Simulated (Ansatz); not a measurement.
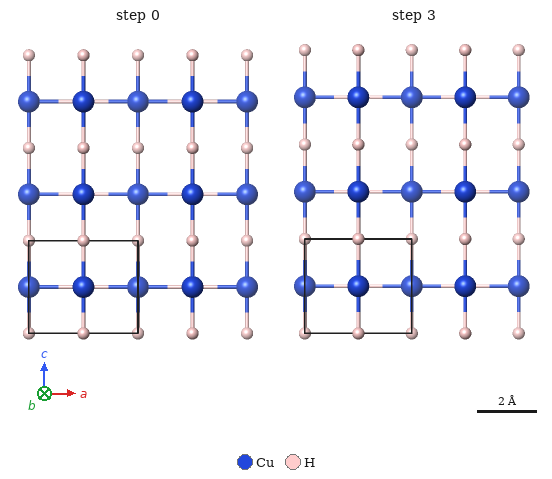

The structure of solid Cu2H3 (a generated structure, set up in P4/mmm) (coarse preliminary run) before (left) and after (right) a relaxation, at one scale.

Style: ball-and-stick. Shown: the cell of the calculation, repeated 2 × 1 × 3 with one cell outlined, along the b axis.

The calculation used DFT PBE, scalar-relativistic, plane waves, PAW in Ansatz 0.2.0.

Input
```yaml
crystal:
  lattice:
    - [3.7137180868, 0.0, 0.0]
    - [0.0, 3.7137180868, 0.0]
    - [0.0, 0.0, 3.1553882182]
  atoms:
    - { symbol: Cu, position: [0.0, 0.5, 0.5] }
    - { symbol: Cu, position: [0.5, 0.0, 0.5] }
    - { symbol: H, position: [0.0, 0.5, 0.0] }
    - { symbol: H, position: [0.5, 0.0, 0.0] }
    - { symbol: H, position: [0.5, 0.5, 0.5] }
basis:
  ecutwfc: 420
kpoints:
  mp_grid: { grid: [6, 6, 6] }
hamiltonian:
  xc: pbe
scf:
  occupations: { method: gaussian, width: 0.1 }
  lower_state_search: "off"
output:
  forces: true
  stress: true
  eigenvalues: true
relax:
  adjacent_minimum: "off"
  f_tol: 0.04
  max_steps: 70
  cell: { stress_tol: 0.4 }
```

Run as
```bash
ansatz run input.yaml --threads 1 --pin off --max-ram 2560MiB --backend cpu --events-out ev --progress --plain --runs-dir out
```

Question: Describe what moved and what it gained.

Answer: Over 2 accepted moves (3 points after the start) the energy falls by 5.9 meV per atom. All forces vanish by symmetry, so only the cell relaxes. The pressure goes from −0.19 to 0.17 GPa. The SCF was repeated once at an unchanged geometry on a basis and grid sized afresh for the cell, which shifted the energy by 0.3 meV per atom at most. The atoms keep their places relative to the cell (all moves are under 0.005 Å). Cell: a = b 3.714 → 3.639 Å (−2.0 %), c 3.155 → 3.214 Å (+1.9 %). Volume −2.2 %. Among the contacts that change: Cu1–Cu2 2.626 → 2.573 Å, Cu1–H5 1.857 → 1.820 Å, Cu1–H3 1.578 → 1.607 Å. The space group stays P4/mmm (No. 123). The run took 9.1 s on 1 thread of Arm Neoverse V2 (shared host), peak memory 0.33 GiB.
